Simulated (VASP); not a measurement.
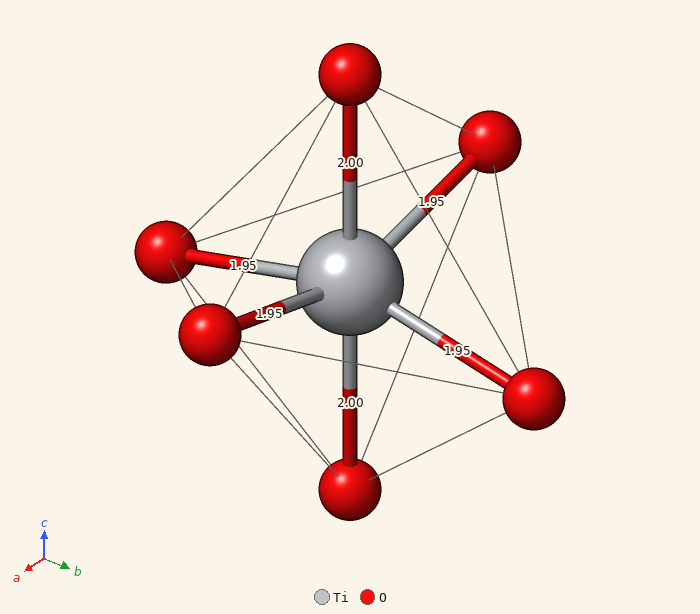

Coordination of Ti in TiO2 (I4_1/amd); bond lengths in Å. Shape measures S are computed against regular polyhedra or, for capped shapes, the nearer of the equal-edge and equal-bond forms. Source: the end point of a relaxation with VASP Kohn-Sham DFT of a periodic cell, PBE, VASP PAW PBE potentials, hard in VASP 6.6.1.

> What geometry does the central atom have?

TiO6: a strongly distorted octahedron (coordination number 6, S = 3.12; next best trigonal prism, S = 12.3).

> Does the central atom sit at the centroid of its ligands?

Yes, to within 0.01 Å; the site symmetry is -4m2.
